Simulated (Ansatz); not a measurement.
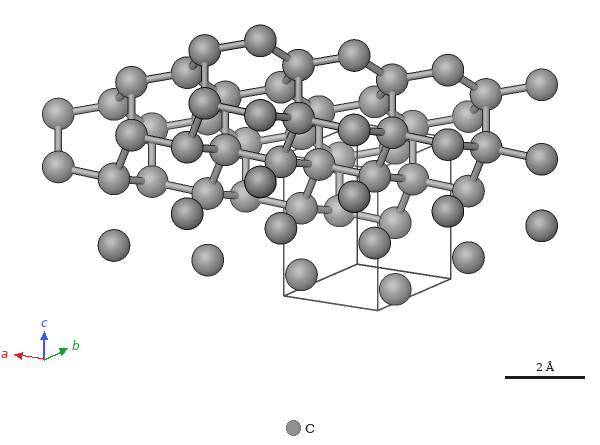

**Figure 1.** The structure as given in the input (ball-and-stick view of the cell of the calculation, repeated 4 × 3 × 1, seen at an oblique angle). An atom can appear more than once, as a periodic image. Near neighbours in the periodic cell (some may lie outside the picture): C has 3 C at 1.46 to 1.54 Å; C has 4 C at 1.46 to 1.54 Å.

Run report: C, single-point calculation

- system: C (4 atoms in the cell)
- method: DFT r2SCAN, scalar-relativistic, plane waves, PAW, no spin polarisation (Ansatz 0.2.0)

The structure derives from an entry of the Crystallography Open Database. It belongs to a series of runs on one base structure; here: atom 1 (C) moved -0.400 A towards its neighbour atom 3 (C) at 1.544 A. Figures and captions count atoms from 1; the log counts them from 0 in places.

### Log
```
Engine: ansatz 0.2.0, x86_64-unknown-linux-gnu
Pseudopotentials: kind: paw
Pseudopotential: C, paw, valence charge 4, recommended cutoff 500 eV (meta_gga), C.paw.azcp
Functional definition: r2SCAN
  parameter k0 = 0.174
  parameter k1 = 0.065
  parameter a1 = 4.9479
  exchange = r2scan_x(k0 = k0, k1 = k1, a1 = a1)
  correlation = r2scan_c
Crystal: 4 atoms, lattice volume = 22.688 Å³
Basis set: ecut = 500 eV, 573 PW (Γ), exchange–correlation on 80×80×128 points (64 copies of the dense FFT grid, shifted against one another)
Bands: 12, of which v1, the nominal top of the filled ones, is band 8 counted from 1 (7 counted from 0)
Symmetry: 6 space group operations
Space group: P3m1 (ITA 156), of the structure as read, at distance tolerance 2.8e-5 Å
k-points: 100 of 864 (time reversal used)
Non-local potential: C, projectors of the file, l = 0: 2, l = 1: 2, l = 2: 1
PAW form: soft (Blöchl's): semilocal exchange-correlation on the pseudo side does not see the compensation charge
PAW frozen core: C, regenerated for the run's functional (the file was generated under x = pbe(κ = 0.804, μ = 0.2195149727645171), c = pbe(β = 0.06672455060314922))
PAW one-centre angular grid: C, 302 points (default); XC on 239 of its mesh's 2573 points in the sphere
Initial density: superposition of atomic densities (neutral atoms: chi_scale 0, normalization atom), corrected by the library's trained network
Initial wavefunctions: pseudopotential atomic-orbital guess
Functional: x = r2scan, c = r2scan; τ floored in thin density (d = 2e-4 eV/Å³)
SCF iter   1: F=—  HF=-1002.968667 eV  |F-HF|=—  |Δ(HF+E_count)|=         —  Δρ=1.24e-2  dr2=1.83e-2  dr2_τ=7.95e-1  ethr=1.77e-3  ⟨swp⟩=6.3  Hψ=7420  notcnv=0
preconditioner: auto → none  [insulator: Δε(μ)=0.248 eV  Ē_g=17.175 eV  σ=0.050 eV  W_gap=0.70  n_scr=2 (ndim 8)  ℏωp=31.2 eV  f_vac=0.000  D(μ)=0.16/eV (n_scr^D=0)  ε∞_Penn≈4.3]
SCF iter   2: F=—  HF=-1003.085097 eV  |F-HF|=—  |Δ(HF+E_count)|=   1.16e-1  Δρ=6.81e-3  dr2=4.18e-3  dr2_τ=2.88e-4  ethr=1.15e-4  ⟨swp⟩=2.0  Hψ=3201  notcnv=0
SCF iter   3: F=—  HF=-1003.085119 eV  |F-HF|=—  |Δ(HF+E_count)|=   2.23e-5  Δρ=2.76e-3  dr2=9.88e-4  dr2_τ=7.84e-5  ethr=2.61e-5  ⟨swp⟩=2.2  Hψ=1693  notcnv=0
SCF iter   4: F=—  HF=-1003.085084 eV  |F-HF|=—  |Δ(HF+E_count)|=   3.50e-5  Δρ=7.92e-4  dr2=1.94e-4  dr2_τ=3.10e-5  ethr=6.17e-6  ⟨swp⟩=2.2  Hψ=1804  notcnv=0
SCF iter   5: F=—  HF=-1003.085038 eV  |F-HF|=—  |Δ(HF+E_count)|=   4.63e-5  Δρ=1.99e-4  dr2=5.62e-6  dr2_τ=7.25e-7  ethr=1.21e-6  ⟨swp⟩=2.2  Hψ=1705  notcnv=0
SCF iter   6: F=—  HF=-1003.085037 eV  |F-HF|=—  |Δ(HF+E_count)|=   5.49e-7  Δρ=7.47e-5  dr2=4.12e-7  dr2_τ=6.24e-8  ethr=3.51e-8  ⟨swp⟩=2.8  Hψ=1920  notcnv=0
SCF iter   7: F=-1003.085037 eV  HF=-1003.085037 eV  |F-HF|=1.69e-8  |Δ(HF+E_count)|=   2.91e-7  Δρ=1.81e-5  dr2=2.40e-8  dr2_τ=3.68e-9  ethr=6.25e-10  ⟨swp⟩=10.2  Hψ=8872  notcnv=0
SCF 1 converged in 7 iterations: F = -1003.085037 eV  dr2 = 2.40e-8
  greatest PAW one-centre occupation: 0.677 electrons in one spin orbital (limit 2), on the C atom at site 0 (counted from 0), in its partial waves of l = 0
SCF converged after 7 iterations
Free energy (F): -1003.085037 eV
Harris-Foulkes:  -1003.085037 eV  (|F-HF|=1.69e-8)
Internal energy: -1003.084853 eV  (E = F + TS)
E sigma→0 (E₀):  -1003.084945 eV
Entropy (-TS):   -0.000184 eV (-0.046 meV/atom)
Fermi energy:    15.772074 eV
--- Per-component energies (eV) ---
  E_band       = 59.556145
  E_kinetic    = 371.162428
  E_local      = -266.170682  (includes V_loc(G=0)·N_el)
  E_nonlocal   = 106.634220
  E_hartree    = 62.848829
  E_xc         = -191.994106
  E_vxc        = -265.566352  (∫ρ·V_xc dr)
  E_paw        = -402.983190  (= ΣΔE_a)
  E_vpaw       = -26.360746  (= ΣTr[D̂ρ^β])
  E_aug_tail   = 0.000017  (compensation charges beyond the density's cutoff)
  E_vtau       = 14.159815  (kinetic-family band-sum trace: ∫τ·v_τ [+ j·A + Jᵃ·Aᵃ] dr)
  E_ewald      = -682.483275
  E_core_change = -0.099095  (= ΣΔE_core)
  E_smearing   = -0.000184  (= −TS)
  E_closure    = 0.000000  (closes the sum)
  Σ components = -1003.085037   (vs F -1003.085037, Δ=0.00e0)
--- Forces (eV/Å), atoms counted from 1 ---
  atom   1  C      0.00000000    -0.00000000    12.28229599
  atom   2  C     -0.00000000     0.00000000    -5.27751709
  atom   3  C      0.00000000    -0.00000000    -1.19385398
  atom   4  C     -0.00000000     0.00000000    -5.81100506
  max |Σ_I F_I| component: 8.02e-5 eV/Å
--- Stress (GPa, compression-positive) ---
        1.791267       0.000000       0.000000
        0.000000       1.791267       0.000000
        0.000000       0.000000      62.247608
  P = ⅓ Tr σ = 21.9434 GPa (219.434 kbar)
--- Band table (eV; the first three rows and the last of 100) ---
  k-point 0: bands = ["-10.0677", "-3.6240", "0.2596", "8.7287", "8.7287", "12.8838", "12.8838", "15.9735", "17.5033", "19.1818", "19.1818", "21.5335"]
  k-point 1: bands = ["-9.9254", "-4.4962", "1.5195", "8.7970", "8.7970", "12.7303", "12.7303", "14.1803", "18.0836", "19.3629", "19.3629", "21.8177"]
  k-point 2: bands = ["-9.5714", "-5.7586", "3.9160", "8.9474", "8.9474", "11.2837", "12.4182", "12.4182", "18.3894", "19.7929", "19.7929", "22.1774"]
  k-point 99: bands = ["-2.7304", "-1.7133", "0.7204", "1.1015", "1.4777", "4.4831", "9.6837", "12.3798", "16.2805", "20.5918", "23.2144", "26.1292"]
```

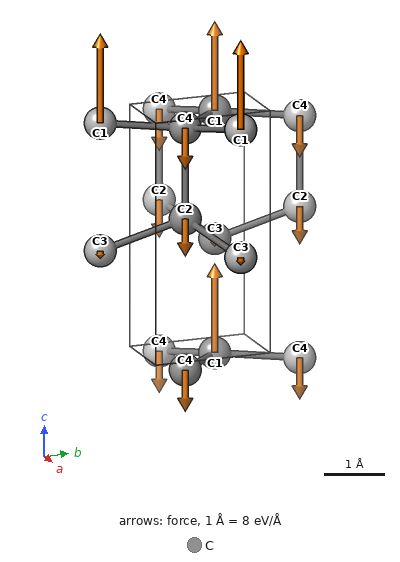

**Figure 2.** Forces on the atoms as orange arrows (ball-and-stick view of the cell of the calculation, seen slightly off an axis; neighbours outside the cell are drawn fainter; atoms are numbered from 1 in the order of the input). The largest act on C1 (12.28 eV/Å); C4 (5.81 eV/Å); C2 (5.28 eV/Å). The geometry is not a stationary point of this energy.

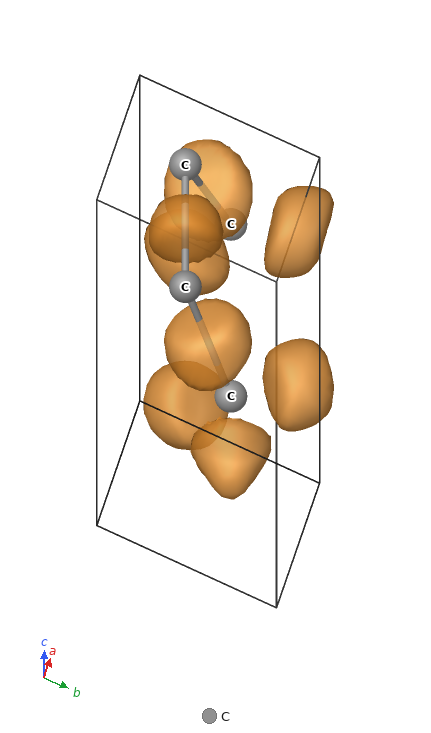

**Figure 3.** Isosurface of the electron localisation function at 0.75 (orange), seen at an oblique angle. Core shells and regions of very low density are left out. Sticks mark near contacts. The outline is the cell set on symmetry axes. Profiles from the grid: C–C (1.46 Å): the ELF peaks at about 0.95 between the atoms, which marks a shared electron pair. Core electrons are frozen (PAW), so the fields are smoothed inside the atomic spheres.

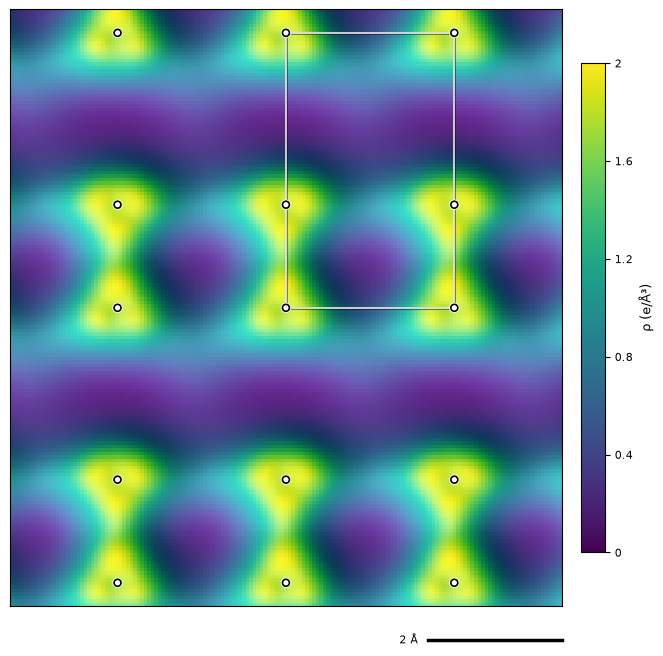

**Figure 4.** Valence electron density on the (100) plane of the conventional cell. Circles mark the nuclei in the plane (C). Atoms in the plane: C. C–C (1.54 Å): the density is about 1.6 e/Å³ at the midpoint. Away from the nuclei the density in this plane falls to 0.15 e/Å³ at its lowest.

The run was set up as follows.

### The input
```yaml
crystal:
  lattice:
    - [2.5220988435, 0.0, 0.0]
    - [-1.2610494217, 2.1842016693, 0.0]
    - [0.0, 0.0, 4.1186]
  atoms:
    - { symbol: C, position: [0.3333333333, 0.6666666667, -0.0346203807] }
    - { symbol: C, position: [0.6666666667, 0.3333333333, 0.5625] }
    - { symbol: C, position: [0.3333333333, 0.6666666667, 0.4375] }
    - { symbol: C, position: [0.6666666667, 0.3333333333, 0.9375] }
basis:
  ecutwfc: 500
kpoints:
  mp_grid: { grid: [12, 12, 6] }
hamiltonian:
  xc: r2scan
scf:
  occupations: { method: gaussian, width: 0.05 }
output:
  forces: true
  stress: true
  eigenvalues: true
  write_density: true
  write_potential: true
  elf: true
  volumetric_format: npy
```

Launch command:
```bash
ansatz run input.yaml --threads 2 --pin off --max-ram 5120MiB --backend cpu --events-out ev --progress --plain --runs-dir out
```

### Results in brief

- outcome: converged
- space group (tolerance 0.01 Å): P3m1 (156)
- electrons treated: 16
- free energy: −1003.0850 eV
- Fermi energy: 15.772 eV
- gap on the k-point mesh: none (metallic)
- pressure: 21.94 GPa
- largest force (length of the vector): 12.282 eV/Å
- hardware: 2 threads of AMD EPYC (Zen 5), 16 GiB of memory available, shared host
- wall time: 1.3 s (CPU time 2.5 s)
- peak memory: 0.45 GiB
